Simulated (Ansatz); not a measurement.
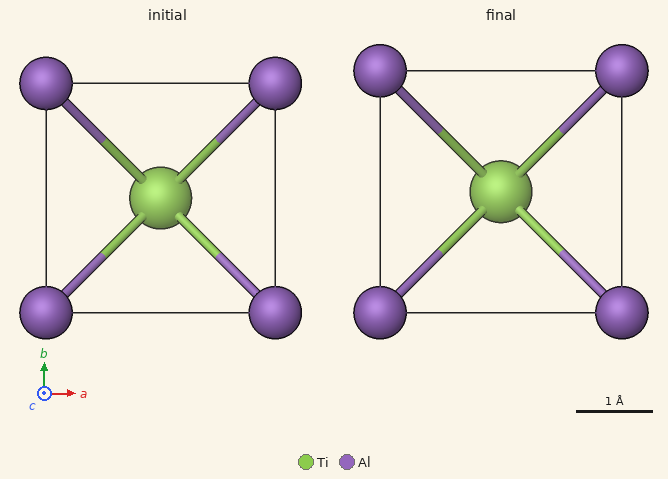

The structure of a crystal of TiAl (set up in Pm-3m) (coarse preliminary run) before (left) and after (right) a relaxation, at one scale.

The picture is a ball-and-stick view of the cell of the calculation, seen along the c axis.

Computed with DFT PBE, scalar-relativistic, plane waves, PAW in Ansatz 0.2.0. (plane-wave cutoff 420 eV; k-point mesh 6 × 6 × 6; occupations gaussian; smearing width 0.1 eV; no spin polarisation; cell and atoms relaxed; force threshold 0.05 eV/Å; at most 70 steps)

> What changed between the two?

The atoms keep their places relative to the cell (all moves are under 0.005 Å). The drawn cell changes as follows: a = b = c 3.018 → 3.184 Å (+5.5 %); the volume changes by +17.5 %. Among the contacts that change: Ti–Ti 3.018 → 3.184 Å, Al–Ti 2.614 → 2.758 Å. The space group stays Pm-3m (No. 221). After 3 accepted moves (5 points after the start) the energy has fallen by 164 meV per atom. All forces vanish by symmetry, so only the cell relaxes. Pressure: 24.92 GPa at the start and 0.03 GPa at the end. At 2 points the geometry stayed and the basis and grid were re-selected for the new cell (energy shift of 1.5 meV per atom at most each time). The run took 2.9 s on 2 threads of Arm Neoverse V1 (shared host), peak memory 0.28 GiB.
